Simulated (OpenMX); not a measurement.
# A series of single points on ZrN

System: ZrN (Fm-3m, 2 atoms in the cell).
Method: Kohn-Sham DFT of a periodic cell, PBE, OpenMX 2013 PBE set, no spin polarisation (OpenMX 3.8.5).

The 7 runs differ only in the geometry, by an even scaling of the cell at fixed fractional positions. The structure derives from an entry of the Crystallography Open Database.

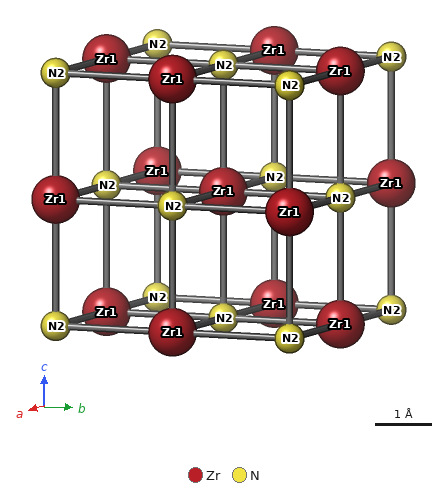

Figure 1. The structure of run 4 (ball-and-stick view of the cell 4 times as large as that of the calculation, set on its symmetry axes, seen slightly off an axis; atoms are numbered from 1 in the order of the input).

**Input of run 4**
```
System.CurrrentDirectory             ./
System.Name                          ZrN
DATA.PATH                            ./DFT_DATA13
level.of.stdout                      1
level.of.fileout                     0
Species.Number                       2
<Definition.of.Atomic.Species
  Zr  Zr7.0-s3p2d2           Zr_PBE13
  N   N6.0-s2p2d1            N_PBE13
Definition.of.Atomic.Species>

Atoms.Number                         2
Atoms.SpeciesAndCoordinates.Unit     FRAC
<Atoms.SpeciesAndCoordinates
    1  Zr    0.5000000000    0.5000000000    0.5000000000   6.000  6.000
    2  N     0.0000000000    0.0000000000    0.0000000000   2.500  2.500
Atoms.SpeciesAndCoordinates>

Atoms.UnitVectors.Unit               Ang
<Atoms.UnitVectors
     0.0000000000    2.3000000000    2.3000000000
     2.3000000000    0.0000000000    2.3000000000
     2.3000000000    2.3000000000    0.0000000000
Atoms.UnitVectors>

scf.XcType                           GGA-PBE
scf.SpinPolarization                 off
scf.ElectronicTemperature            580.226
scf.energycutoff                     400.0
scf.maxIter                          100
scf.EigenvalueSolver                 band
scf.Kgrid                            11 11 11
scf.Mixing.Type                      rmm-diisk
scf.Init.Mixing.Weight               0.05
scf.Min.Mixing.Weight                0.001
scf.Max.Mixing.Weight                0.3
scf.Mixing.History                   25
scf.Mixing.StartPulay                8
scf.criterion                        1.0e-8
scf.stress.tensor                    on
MD.Type                              nomd
```

Command:
```bash
openmx ZrN.dat -nt 1 > ZrN.std
```

Run 3 has the same physical settings and fractional positions; its lattice vectors (Å) are:
```
   0.000000    2.284563    2.284563
   2.284563    0.000000    2.284563
   2.284563    2.284563    0.000000
```

**Results, with one run withheld**

| run | volume per atom (Å³) | free energy per atom, from the lowest run given (meV) |
| --- | --- | --- |
| 1 | 11.437 | 53.19 |
| 2 | 11.680 | 26.52 |
| 3 | 11.924 | ? |
| 4 | 12.167 | 0.90 |
| 5 | 12.410 | 0.00 |
| 6 | 12.654 | 6.07 |
| 7 | 12.897 | 18.71 |

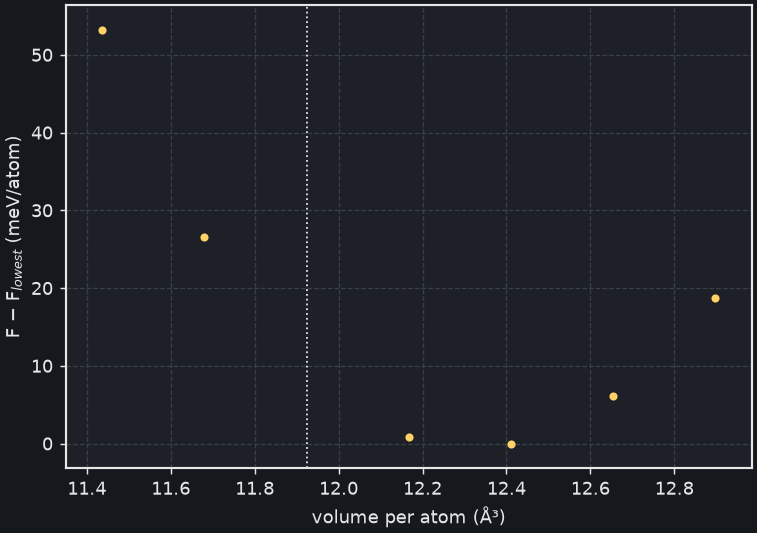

Figure 2. Free energy per atom of the runs given; the dotted line marks run 3.

Estimate the energy of run 3 from the others.

A cubic polynomial in V^(−2/3) (the Birch–Murnaghan form), fitted to the 6 runs given, misses them by at most 0.10 meV per atom. With x = V^(−2/3) − 0.18881 Å⁻², it reads F = 0.44694 + 1549.5 x + 5.9686e+05 x² + 52667 x³ (meV per atom). At run 3 it gives 9.40 meV per atom, and the run itself gives 9.28. The fit has its minimum at 12.316 Å³ per atom, where V d²F/dV² gives 243 GPa: the bulk modulus at this level, since symmetry fixes the shape and the positions.

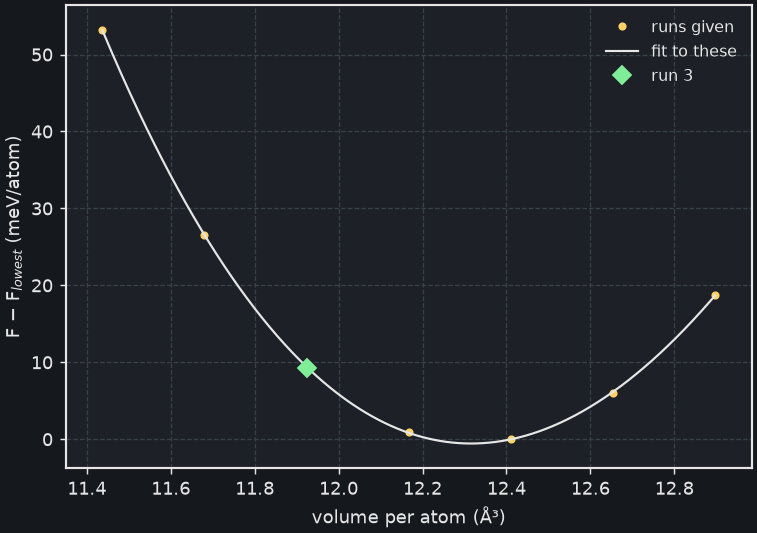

Figure 3. The fit and the withheld run.

**Some lines of the output (run 3)**
```
[...]
  Cell_Volume =    160.929657408245 (Bohr^3)
        Total energy (Hartree) at MD = 1
   kloop=0
   kloop=1
   kloop=665
```

Notes: The cell holds an odd number of electrons but the run has no spin polarisation, so it comes out as a metal. With a small basis of atomic orbitals these values can differ much from converged plane-wave results.
